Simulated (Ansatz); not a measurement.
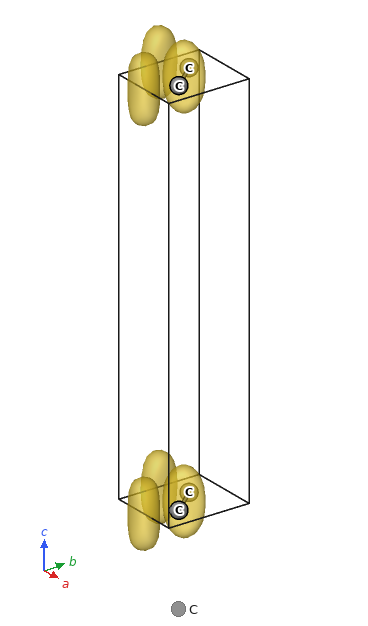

The picture shows: C. Isosurface of the electron localisation function at 0.8 (yellow), seen slightly off an axis. Only the valence region is drawn (cores and ρ < 0.01 e/Å³ removed). Sticks mark near contacts.

Space group P6/mmm; a structure from a database of computed crystals, not necessarily the ambient phase; changed on purpose from its base cell (strain -0.040 along x and y, -0.080 along z, atoms carried along); computed pressure about 18 GPa in this cell.

Method: Ansatz 0.2.0, DFT r2SCAN, scalar-relativistic, plane waves, PAW.

> Identify the bonds, lone pairs and shells in this picture.

The surface consists of three regions between bonded C–C atoms, counted in one cell of 2 atoms. Any copies at cell faces, edges or corners count once. Profiles from the grid: C–C (1.36 Å): the ELF peaks at about 0.95 between the atoms.

> Does the calculation make it a metal, or give it a gap?

It is metallic or semimetallic at this level of theory: no gap opens.
